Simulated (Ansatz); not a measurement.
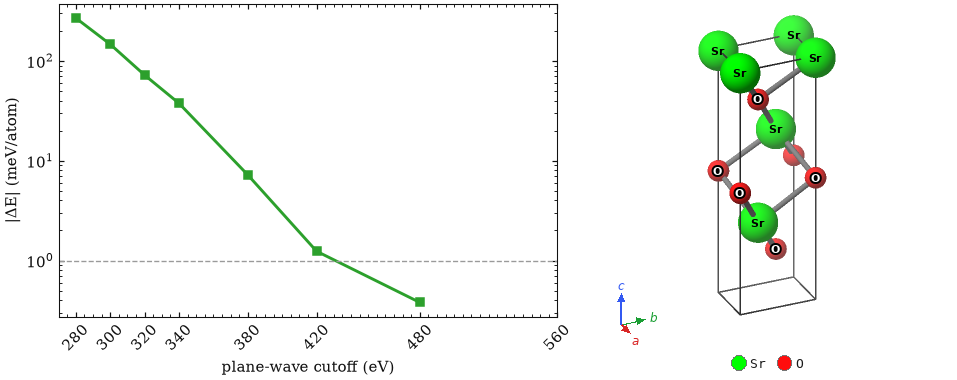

Beside the plot: the structure in its conventional cell.

Convergence test: the plane-wave cutoff (density cutoff scaled with it) is varied and all else is held.
- system: SrO (R3m, 2 atoms in the cell)
- method: HSE06, plane waves, PAW datasets (Ansatz 0.2.0 development build); 4×4×4 k-mesh, Fermi–Dirac smearing of 0.05 eV
ΔE is the free energy less its value at the largest setting, 560 eV.
Dashed lines or grey bands mark the tolerance: 1 meV/atom.
The atoms sit off their equilibrium sites.

Q: From which setting is the free energy converged to 1 meV/atom?

A: The free energy is within 1 meV/atom of the largest setting's value from 480 eV on. It is off by 270 meV/atom at 280 eV, 38 meV/atom at 340 eV and 1.2 meV/atom at 420 eV (always above it). The smaller bases give higher energies, which fall towards the limit as the basis grows.
